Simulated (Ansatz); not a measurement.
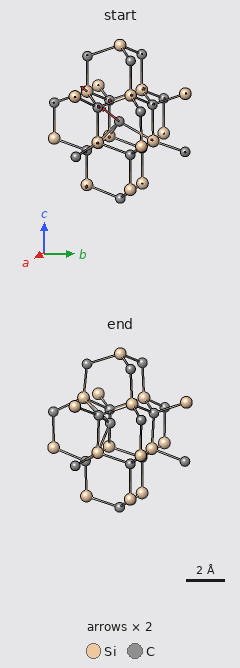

The structure of a defect cell of composition Si$_{128}$C$_{129}$ (cell charge +1) before (top) and after (bottom) a relaxation, at one scale. The red arrows give the displacements, magnified 2 times.

Style: ball-and-stick. Shown: the atoms within 4.2 Å of the atom that moves most (axes of the cell of the calculation (origin shifted)), slightly off an axis.

All numbers below come from DFT, PBEsol, PAW, plane waves (Ansatz 0.2.0). Set-up: plane-wave cutoff 420 eV; k-point mesh 1 × 1 × 1; mesh shifted by (0.25, 0.25, 0.25); collinear spin; atoms relaxed in a fixed cell; force threshold 0.03 eV/Å; at most 80 steps.

**Describe what moved and what it gained.**

The largest move is that of a C atom, 0.63 Å along [0 −3 1]. Largest moves by element: C 0.63 Å, Si 0.24 Å. The lattice vectors keep their values. Among the contacts that change: C–Si 2.086 → 2.611 Å, C–C 2.009 → 1.576 Å, C–C 2.023 → 2.445 Å, C–C 1.975 → 1.575 Å. Bond angles that change, for instance: C–Si–C 170.9° → 151.2°, C–Si–C 170.3° → 151.2°, C–Si–C 75.5° → 93.1°. The energy falls by 5.960 eV per cell of the calculation in 9 geometry steps. The largest force component goes from 2.3 to 0.0073 eV/Å.

Limits of the set-up: the cell is charged, on a uniform background, and energies carry no finite-size correction.
